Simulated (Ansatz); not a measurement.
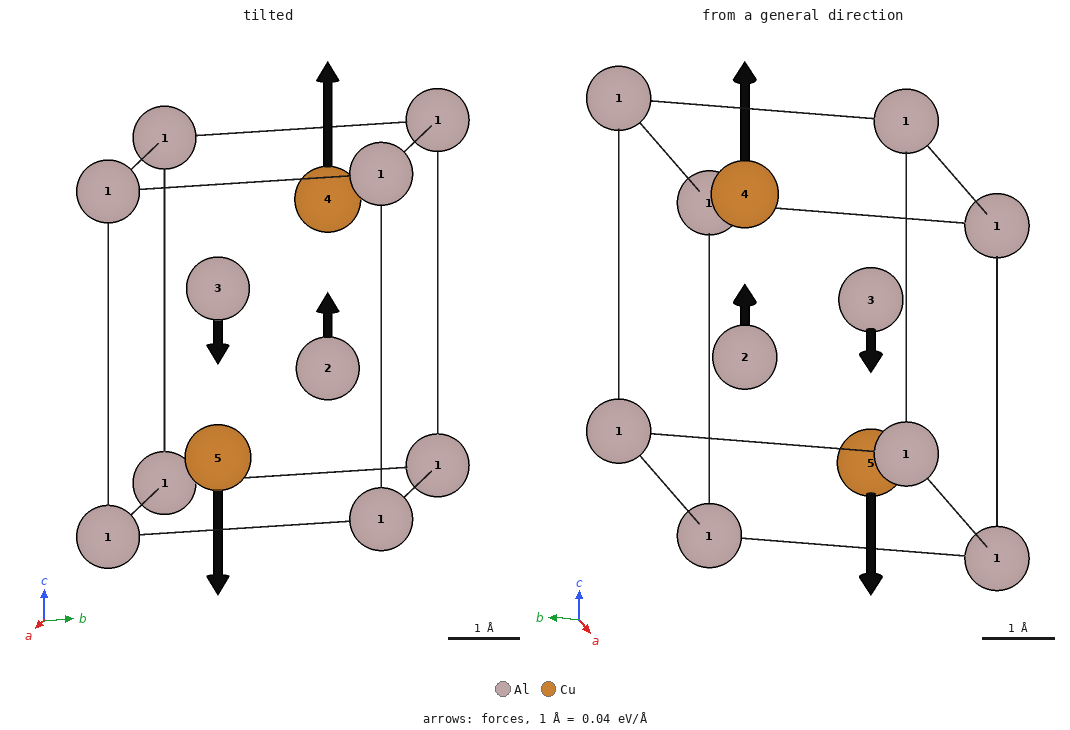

This spheres-only model is shown slightly off an axis and from a general direction. The edges of the simulation cell are marked. The arrows are the computed forces on the atoms.

System: Al3Cu2. Setup: Ansatz 0.2.0, DFT PBEsol, scalar-relativistic, plane waves, PAW; plane waves up to 420 eV, k-grid 12×12×8, Gaussian smearing of 0.1 eV, no spin polarisation.

### Is this an equilibrium geometry?

No. The atoms still feel forces of up to about 0.062 eV/Å, above a usual threshold of 0.01 to 0.03 eV/Å.

### Name the atom under the greatest force.

Cu4 and Cu5, about 0.062 eV/Å.

The starting point was a structure listed in the Materials Project. Earlier steps of the study may have refined or changed the cell and positions. It was run through Ansatz as a DFT input.
